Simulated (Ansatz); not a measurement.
Input file:

```
crystal:
  lattice:
    - [0.0, 3.0545904688, 3.0545904688]
    - [3.0240445641, 0.0, 3.0545904688]
    - [3.0240445641, 3.0545904688, 0.0]
  atoms:
    - { symbol: In, position: [0.0, 0.0, 0.0] }
    - { symbol: As, position: [0.25, 0.25, 0.25] }
kpoints:
  mp_grid: { grid: [8, 8, 8] }
  band_path:
    path:
      - [0.0, 0.0, 0.0]
      - [-0.5, -0.5, 0.0]
      - [-0.375, -0.375, 0.25]
      - [-0.375, 0.0, 0.375]
      - [0.0, 0.0, 0.5]
      - [-0.5, -0.25, 0.25]
      - [-0.008138, -0.008138, 0.0]
    npoints: 1
hamiltonian:
  xc: pbe
scf:
  occupations: { method: fermi_dirac, width: 0.02 }
  n_extra_bands: 4
output:
  forces: true
  stress: true
  eigenvalues: true
  write_density: true
  write_potential: true
  elf: true
  volumetric_format: npy
```

Launched as:

```sh
ansatz run input.yaml --threads 4 --pin off --max-ram 4608MiB --backend cpu --events-out ev --progress --plain --runs-dir out
```

Below, planes, directions and counts refer to the conventional cell (a = 4.32 Å, b = 4.32 Å, c = 6.05 Å, α = 90.00°, β = 90.00°, γ = 90.00°).

Space group I-4m2; started from the zincblende prototype, which need not be the ambient phase; changed on purpose from its base cell (uniaxial x strain -1.0%); computed pressure about 3 GPa in this cell.

Theory: Ansatz 0.2.0, DFT, PBE, plane waves, PAW.

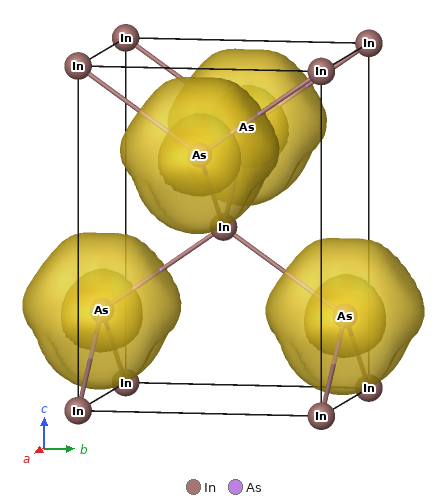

InAs. Isosurface of the electron localisation function at 0.6 (yellow), seen slightly off an axis. Core shells and regions of very low density are left out. Sticks mark near contacts.

In a PAW calculation such maps are meaningful between the atoms, not at the nuclei.

> What do the ELF domains correspond to?

At this value the surface marks out two regions on As in which the atom's valence shell and bonds are merged, counted in one cell of 4 atoms. Regions shared between cells count once. Along the contacts the grid gives the following. In–As (2.64 Å): the ELF peaks at about 0.75 between the atoms.
